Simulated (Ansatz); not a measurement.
# CoO: single-point calculation (part 2 of 2)

CoO (Fm-3m, 8 atoms in the cell); DFT, LDA, PAW, plane waves, scalar-relativistic (Ansatz 0.2.0); cutoff 420 eV, 3×3×3 k-mesh, Fermi–Dirac smearing of 0.03 eV, non-collinear spins. The structure derives from an entry of the Crystallography Open Database. It belongs to a series of runs on one base structure; here: parallel moments along z.

Geometry of the input (Å; fractional positions):
```
4.2580  0.0000  0.0000
0.0000  4.2580  0.0000
0.0000  0.0000  4.2580
O  0.0000  0.0000  0.5000
O  0.0000  0.5000  0.0000
O  0.5000  0.0000  0.0000
O  0.5000  0.5000  0.5000
Co 0.0000  0.0000  0.0000
Co 0.0000  0.5000  0.5000
Co 0.5000  0.0000  0.5000
Co 0.5000  0.5000  0.0000
```

**Output, continued**
```
  k-point 0: bands = ["-82.5772", "-82.5723", "-82.5723", "-82.5723", "-79.6129", "-79.6074", "-79.6074", "-79.6074", "-46.2663", "-46.2663", "-46.2663", "-46.2453", "-46.2453", "-46.2453", "-46.2453", "-46.2453", "-46.2453", "-46.2303", "-46.2303", "-46.2303", "-43.3933", "-43.3933", "-43.3933", "-43.3686", "-43.3686", "-43.3686", "-43.3686", "-43.3686", "-43.3686", "-43.3511", "-43.3511", "-43.3511", "-6.5416", "-5.9657", "-5.2177", "-5.2177", "-5.2177", "-4.5669", "-4.5669", "-4.5669", "6.5414", "6.5414", "6.5414", "7.0534", "7.0534", "7.0534", "9.0431", "9.0431", "9.0431", "9.0431", "9.0431", "9.0431", "9.4527", "9.4527", "9.4527", "9.6523", "9.6523", "9.6523", "9.6523", "9.6523", "9.6523", "10.2763", "10.2763", "10.2763", "10.3311", "10.3311", "10.3311", "10.3766", "10.3766", "10.7412", "10.7412", "10.7412", "10.9262", "10.9262", "10.9262", "11.2755", "11.2755", "11.2755", "11.2938", "11.2938", "11.2938", "11.3609", "11.3609", "11.3609", "11.3609", "11.3609", "11.3609", "12.4592", "12.4592", "12.4592", "13.1571", "13.1571", "13.6273", "13.6273", "13.6273", "13.7411", "13.7411", "13.7411", "13.7411", "13.7411", "13.7411", "14.1396", "14.1396", "14.1396", "14.3858", "14.9809", "19.1001", "19.1001", "19.1001", "19.8917", "19.8917", "19.8917"]
  k-point 1: bands = ["-82.5760", "-82.5736", "-82.5723", "-82.5723", "-79.6116", "-79.6088", "-79.6074", "-79.6074", "-46.2610", "-46.2610", "-46.2575", "-46.2505", "-46.2505", "-46.2454", "-46.2454", "-46.2415", "-46.2415", "-46.2395", "-46.2341", "-46.2341", "-43.3871", "-43.3871", "-43.3831", "-43.3747", "-43.3747", "-43.3688", "-43.3688", "-43.3642", "-43.3642", "-43.3620", "-43.3555", "-43.3555", "-6.1741", "-5.5856", "-5.4992", "-5.1327", "-5.1327", "-4.8741", "-4.4837", "-4.4837", "6.3959", "6.8274", "6.8274", "7.1377", "7.4076", "7.4076", "7.6563", "7.6871", "7.6871", "7.7477", "7.7477", "8.4801", "8.4801", "8.6455", "8.6455", "8.6496", "9.0223", "9.0223", "9.3755", "9.3755", "9.6660", "9.7579", "9.7579", "10.1051", "10.2772", "10.2772", "10.4663", "10.6488", "10.7069", "10.7069", "11.1326", "11.1326", "11.2712", "11.2712", "11.3228", "11.3228", "11.3614", "11.3614", "11.5216", "11.5216", "11.5709", "11.6836", "11.7495", "12.0403", "12.0403", "12.1532", "12.5651", "12.5651", "13.2200", "13.2200", "13.2724", "13.5074", "13.5608", "13.5608", "13.7418", "13.7418", "13.7446", "13.7446", "13.9683", "13.9945", "13.9945", "14.3237", "14.6101", "14.6101", "16.6086", "17.4117", "19.1358", "19.9991", "20.5782", "20.5782", "21.3976", "21.3976"]
  k-point 2: bands = ["-82.5751", "-82.5733", "-82.5733", "-82.5726", "-79.6105", "-79.6085", "-79.6085", "-79.6078", "-46.2592", "-46.2592", "-46.2569", "-46.2562", "-46.2495", "-46.2464", "-46.2464", "-46.2399", "-46.2392", "-46.2392", "-46.2382", "-46.2325", "-43.3850", "-43.3850", "-43.3823", "-43.3814", "-43.3737", "-43.3699", "-43.3699", "-43.3623", "-43.3615", "-43.3615", "-43.3603", "-43.3536", "-5.8578", "-5.3242", "-5.3242", "-5.2587", "-5.1353", "-4.6950", "-4.6950", "-4.4941", "6.2723", "6.2723", "6.4741", "6.9864", "6.9864", "6.9901", "7.0847", "7.2116", "7.7335", "7.7659", "7.7805", "7.7977", "7.7977", "7.9262", "7.9262", "8.0164", "8.5653", "8.7230", "8.7230", "8.9335", "8.9420", "8.9420", "9.3323", "9.4936", "10.6206", "10.6647", "10.6647", "10.7860", "10.8021", "11.0140", "11.0140", "11.1376", "11.4277", "11.4371", "11.5507", "11.5507", "11.5628", "11.6163", "11.6163", "11.6431", "12.6742", "12.6742", "12.8196", "12.8752", "12.8752", "12.9171", "12.9838", "13.1368", "13.2371", "13.3215", "13.4642", "13.5632", "13.5632", "13.7203", "13.7203", "13.7367", "13.7522", "14.0493", "14.0493", "14.2660", "15.2609", "15.2609", "15.3209", "15.3542", "17.6251", "18.3060", "20.0103", "20.0103", "20.7556", "20.7556", "21.5600", "21.8864"]
  k-point 3: bands = ["-82.5744", "-82.5733", "-82.5733", "-82.5733", "-79.6098", "-79.6085", "-79.6085", "-79.6085", "-46.2655", "-46.2655", "-46.2655", "-46.2598", "-46.2413", "-46.2413", "-46.2413", "-46.2381", "-46.2381", "-46.2381", "-46.2343", "-46.2343", "-43.3925", "-43.3925", "-43.3925", "-43.3858", "-43.3640", "-43.3640", "-43.3640", "-43.3601", "-43.3601", "-43.3601", "-43.3557", "-43.3557", "-5.6019", "-5.2297", "-5.2297", "-5.2297", "-4.9950", "-4.6014", "-4.6014", "-4.6014", "5.7199", "5.7199", "5.7199", "6.1326", "6.3597", "6.3597", "6.3597", "6.8028", "7.3919", "7.3919", "7.3919", "7.7143", "7.7143", "7.7143", "7.8280", "7.8280", "8.4777", "8.4777", "8.4777", "8.9199", "8.9199", "8.9199", "9.1038", "9.1038", "10.8215", "10.8215", "10.8215", "10.8926", "10.8926", "11.1435", "11.1435", "11.1435", "11.3153", "11.5417", "11.5417", "11.5417", "12.8987", "12.8987", "12.8987", "13.0361", "13.0361", "13.0361", "13.0616", "13.0616", "13.0616", "13.1785", "13.1785", "13.2015", "13.2015", "13.3565", "13.5183", "13.5183", "13.5183", "13.7284", "13.7284", "13.7284", "15.2440", "15.2440", "15.2440", "15.3644", "15.3644", "15.3644", "15.3918", "15.3918", "17.8834", "18.4548", "19.6657", "19.6657", "19.6657", "20.2505", "20.2505", "20.2505"]
```

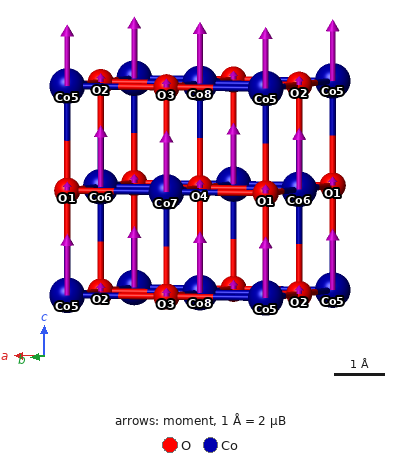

Figure 1. Magnetic moments of the sites as pink arrows (ball-and-stick view of the cell of the calculation, seen at an oblique angle; atoms are numbered from 1 in the order of the input); small moments hardly show. Site moments: all 4 Co atoms (2.51 μB); all 4 O atoms (0.36 μB). They are counted near the atoms and needn't add up to the moment of the cell.

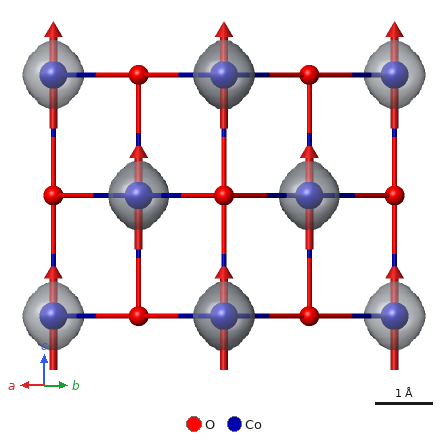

Figure 2. Isosurface of the size of the magnetisation density at 0.8 e/Å³ (grey), with the spin moments of the magnetic sites as arrows; seen along [110]. The outline is the calculation cell. Spin moments: Co 2.5 μB. In a PAW calculation such maps are meaningful between the atoms, not at the nuclei.

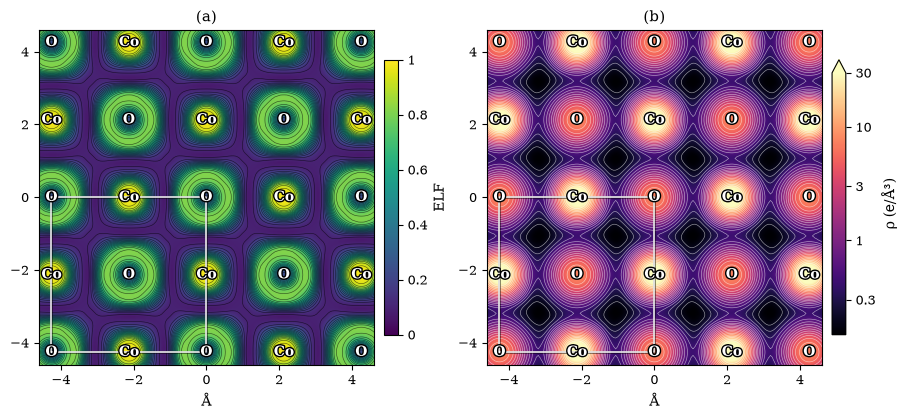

Figure 3. (a) ELF; (b) valence charge density (pseudo) on the (001) plane of the calculation cell. The plane passes through O and Co nuclei. Co–O (2.13 Å): ρ at the midpoint is about 0.44 e/Å³; the ELF is about 0.10 at the midpoint (a polar contact without a shared pair, in a metal). Away from the nuclei the density in this plane falls to 0.15 e/Å³ at its lowest. The strong features right at Co lie inside the PAW spheres (semicore, d or f shells) and say nothing about bonding.

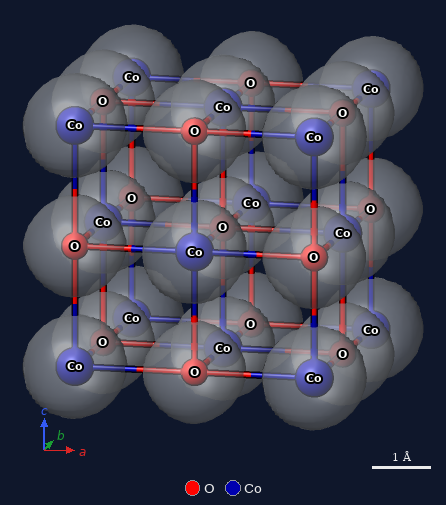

Figure 4. Isosurface of the valence electron density at 0.6 e/Å³ (grey), seen slightly off an axis. Sticks mark near contacts. The outline is the calculation cell. At this value the density breaks into separate islands; it holds about 85 % of the electrons treated as valence (semicore included). It is pinched off along the Co–O (2.13 Å) contacts. On the grid the lowest density along these lines, outside the cores, is 0.44 e/Å³ (Co–O, 2.13 Å).
